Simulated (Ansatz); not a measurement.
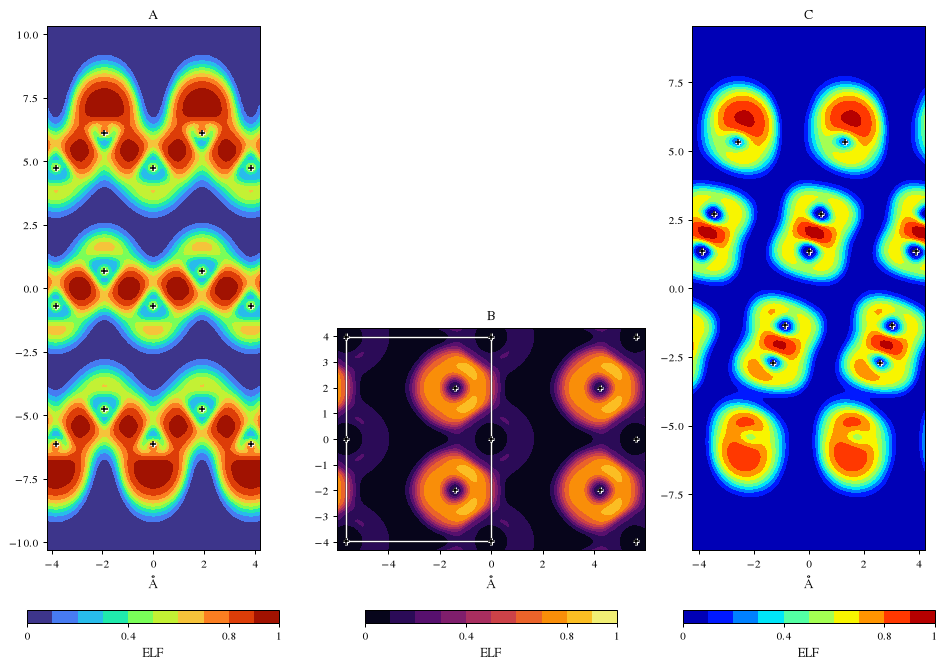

The ELF of 3 systems, each on a plane through atoms (crosses mark nuclei in the plane).

All numbers below come from DFT PBEsol, scalar-relativistic, plane waves, PAW (Ansatz).

System 1: ZnSe, the (011) plane of the conventional cell. Space group F-43m.

System 2: Si (slab), the (100) plane of the calculation cell, a cut from vacuum to vacuum. 

System 3: C (slab), the (100) plane of the calculation cell, a cut from vacuum to vacuum. 

```cif
data_structure
_symmetry_space_group_name_H-M 'P 1'
_symmetry_Int_Tables_number 1
_cell_length_a 2.4588
_cell_length_b 3.8907
_cell_length_c 25.9122
_cell_angle_alpha 90.000
_cell_angle_beta 90.000
_cell_angle_gamma 80.909
_cell_volume 244.78
loop_
_atom_site_label
_atom_site_type_symbol
_atom_site_fract_x
_atom_site_fract_y
_atom_site_fract_z
_atom_site_occupancy
C1 C 0.73102 0.07405 0.29394 1
C2 C 0.21781 0.12716 0.31615 1
C3 C 0.18727 0.25005 0.36997 1
C4 C 0.67301 0.30715 0.39540 1
C5 C 0.64403 0.42356 0.44792 1
C6 C 0.12989 0.48027 0.47378 1
C7 C 0.10137 0.59496 0.52622 1
C8 C 0.58722 0.65167 0.55208 1
C9 C 0.55824 0.76811 0.60460 1
C10 C 0.04398 0.82523 0.63003 1
C11 C 0.01342 0.94816 0.68384 1
C12 C 0.50020 0.00130 0.70606 1
```

Q: Match each panel to its system.

A: Panel A is system 2, Si: the plane holds Si. Si–Si (2.35 Å): the ELF peaks at about 0.95 between the atoms. Panel B is system 1, ZnSe: the plane holds Zn and Se. Zn–Se (2.44 Å): the ELF is about 0.60 at the midpoint. Panel C is system 3, C: the plane holds C. C–C (1.43 Å): the ELF peaks at about 0.95 between the atoms.
